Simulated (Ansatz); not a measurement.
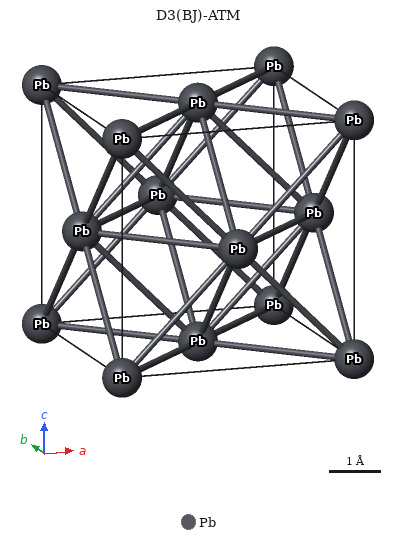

A crystal of Pb (set up in Fm-3m), relaxed (cell and atoms) with several dispersion corrections. The picture shows the result with D3(BJ)-ATM. The picture is a ball-and-stick view of the conventional cell (4 times the calculation's cell), seen slightly off an axis. Lengths and directions refer to the drawn axes.

Computed with Ansatz 0.2.0: PBEsol, Ansatz PAW. Settings: plane-wave cutoff 420 eV; k-point mesh 9 × 9 × 9; occupations fermi-dirac; smearing width 0.05 eV; no spin polarisation; cell and atoms relaxed; force threshold 0.01 eV/Å.

```tsv
dispersion correction	volume (Å³/atom)	a (Å)
D3(BJ)-ATM	28.636	4.857
D3(BJ)	28.501	4.849
none	?	?
D4	29.156	4.886
```

**Fill in the missing row.**

With none the volume is the largest of the series, above D4 (29.156). The calculation gives 29.937 Å³/atom (a = 4.929 Å). In order of volume: D3(BJ) < D3(BJ)-ATM < D4 < none; the spread is 5.0 %.

Each member starts from this one structure; whether another phase lies lower wasn't checked.
